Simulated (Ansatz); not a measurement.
Cell and atoms:

```yaml
crystal:
  lattice:
    - [4.88913, 0.00000, 0.00000]
    - [-2.44457, 4.23411, 0.00000]
    - [0.00000, 0.00000, 3.90407]
  atoms:
    - { symbol: Co, position: [0.16642, 0.33284, 0.75000] }
    - { symbol: Co, position: [0.66716, 0.83358, 0.75000] }
    - { symbol: Co, position: [0.16642, 0.83358, 0.75000] }
    - { symbol: Co, position: [0.83358, 0.66716, 0.25000] }
    - { symbol: Co, position: [0.33284, 0.16642, 0.25000] }
    - { symbol: Co, position: [0.83358, 0.16642, 0.25000] }
    - { symbol: Si, position: [0.66667, 0.33333, 0.75000] }
    - { symbol: Si, position: [0.33333, 0.66667, 0.25000] }
```

Question: Characterise the structure given above.

Answer: Chemical formula Co$_{3}$Si. It is primitive hexagonal, space group P6_3/mmc (No. 194). In the cell are 6 Co, 2 Si, which makes 2 formula units. Around each Co lie eight Co and four Si in an anticuboctahedral arrangement (2.41 to 2.45 Å to Co, 2.41 to 2.44 Å to Si). Si is coordinated by twelve Co in an anticuboctahedral arrangement at 2.41 to 2.44 Å. The bonds build a three-dimensional framework.

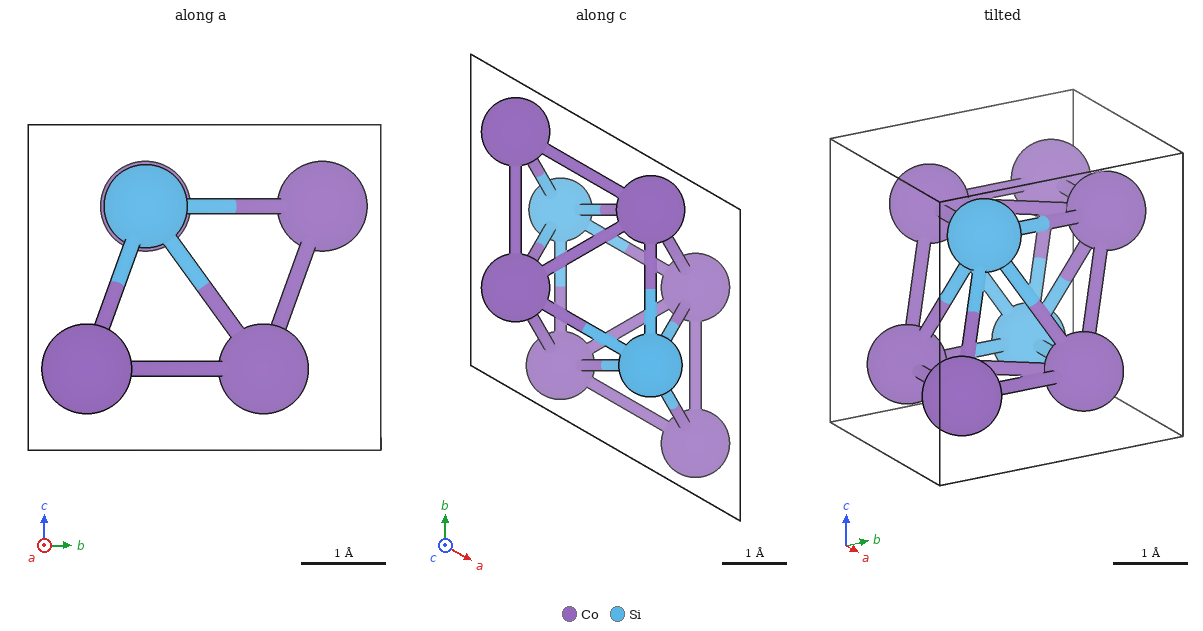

Drawn in the ball-and-stick manner and seen along the a axis, along the c axis and slightly off an axis. The edges of the conventional unit cell are marked.

The model was built from a structure listed in the Materials Project. Earlier steps of the study, as a rule a relaxation of our own, may have changed the cell and positions, so they can lie some per cent off the listed ones. Ansatz was used for an electronic-structure calculation on it.
